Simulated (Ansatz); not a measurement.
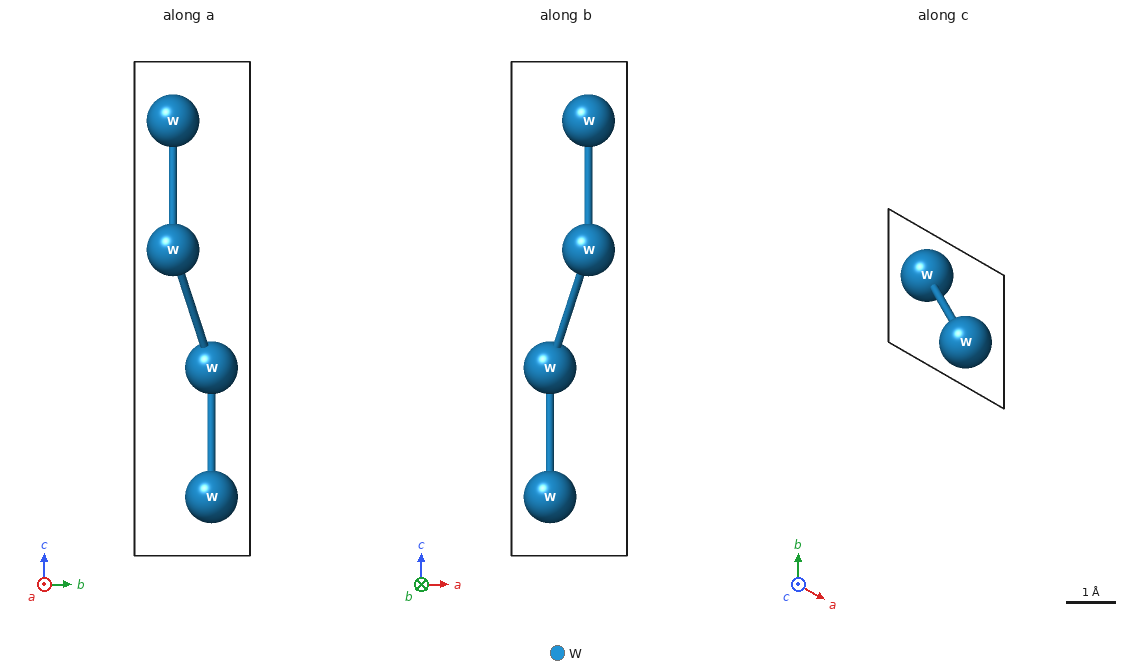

An orthographic ball-and-stick view of the structure, along the a axis, along the b axis and along the c axis. The wireframe shows the conventional unit cell.

Lattice parameters: a = 2.754 Å, b = 2.754 Å, c = 10.207 Å, α = 90.00°, β = 90.00°, γ = 120.00°.

Express the structure as a table of Wyckoff sites, with free fractional coordinates to two decimals.

Space group P6_3/mmc (No. 194).
| atom | site | x | y | z |
| --- | --- | --- | --- | --- |
| W | 4f | 0.3333 | 0.6667 | 0.38 |

The structure comes from a textbook structure type filled with this element (whether it is the usual form wasn't checked). The geometry was optimised with DFT r2SCAN, scalar-relativistic, plane waves, PAW in Ansatz.
